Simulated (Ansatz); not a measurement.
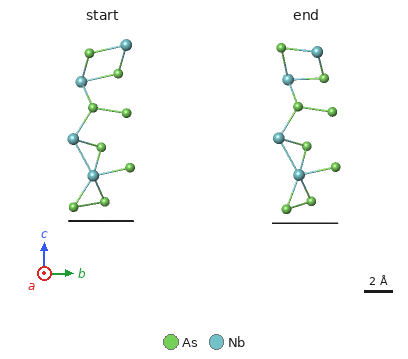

The structure of a slab of composition NbAs2 (cut from the C2/m phase) before (left) and after (right) a relaxation, at one scale.

Style: ball-and-stick. Shown: the 2 × 1 repeat of the cell, outlined in the plane, without the vacuum, along the a axis.

Case: (0 0 1) slab, atoms relaxed. The slab is the (0 0 1) face of NbAs2.

All numbers below come from DFT PBEsol, scalar-relativistic, plane waves, PAW in Ansatz. Settings: plane-wave cutoff 420 eV; k-point mesh 11 × 8 × 1; occupations gaussian; smearing width 0.1 eV; no spin polarisation; dipole correction; atoms relaxed in a fixed cell; force threshold 0.02 eV/Å; at most 60 steps.

Q: What changed between the two?

A: The run was cut off at its time limit before the relaxation converged, so the last structure is only a point on the way. The energy falls by 1.033 eV per cell of the calculation in 8 geometry steps. Largest force component: 1.4 eV/Å at the start, 0.55 eV/Å at the end. The largest move relative to the layer's centre is that of a Nb atom, 1.06 Å at 62° to the normal (−c side). Largest moves by element: Nb 1.06 Å, As 0.96 Å. The cell stays as it was. Some distances before and after: As–As 3.044 → 4.139 Å, As–As 2.450 → 2.935 Å, As–As 3.359 → 3.005 Å, As–As 2.832 → 2.518 Å. Bond angles that change, for instance: Nb–Nb–As 105.9° → 148.8°, As–Nb–As 68.1° → 105.9°, Nb–As–Nb 111.9° → 74.9°. Cost: 40 min on 1 thread of Arm Neoverse V2 (shared host), peak memory 1.5 GiB.
